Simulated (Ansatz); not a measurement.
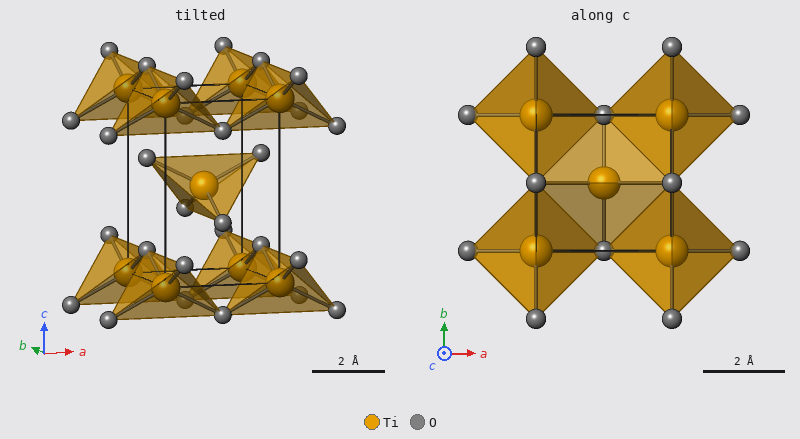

We look at a polyhedral model of the crystal slightly off an axis and along the c axis. One conventional unit cell is framed, with atoms on its boundary repeated. Some atoms of the next cells are drawn as well.

TiO2, space group P4_2/nmc (No. 137), a = 3.367 Å, b = 3.367 Å, c = 5.205 Å, α = 90.00°, β = 90.00°, γ = 90.00°. Provenance: a structure type filled with these elements by a generator (whether the compound takes this form wasn't checked). Earlier steps of the study may have refined or changed the cell and positions. A calculation with Ansatz used it as input.

This one geometry was computed with Ansatz (DFT, plane waves, PAW) at four levels of theory: PBE0, HSE06, PBE and r2SCAN. It was relaxed beforehand with r2SCAN.

Question: Which level gives the highest pressure at this volume, and what does that say about its equilibrium volume?

Answer: Highest: PBE (5.7 GPa), which points to the largest equilibrium volume. Lowest, with the smallest volume: PBE0 (-3.1 GPa) and HSE06 (-3.0 GPa). Levels within 0.5 GPa of each other can't be told apart.

Question: How does the band gap change with the level of theory?

Answer: PBE: a gap of 2.54 eV, indirect; r2SCAN: a gap of 2.94 eV, indirect; HSE06: a gap of 4.06 eV, indirect; PBE0: a gap of 4.81 eV, indirect.

Question: Collect the results in a table.

Answer:
| level | cutoff (eV) | k-mesh of the run's cell | gap (eV) | pressure (GPa) |
| --- | --- | --- | --- | --- |
| PBE0 | 420 | 4×4×4 | 4.81 | -3.1 |
| HSE06 | 420 | 4×4×4 | 4.06 | -3.0 |
| PBE | 420 | 8×8×6 | 2.54 | 5.7 |
| r2SCAN | 500 | 8×8×6 | 2.94 | 0.0 |

Gaps are taken on the k-mesh or band path of each run.
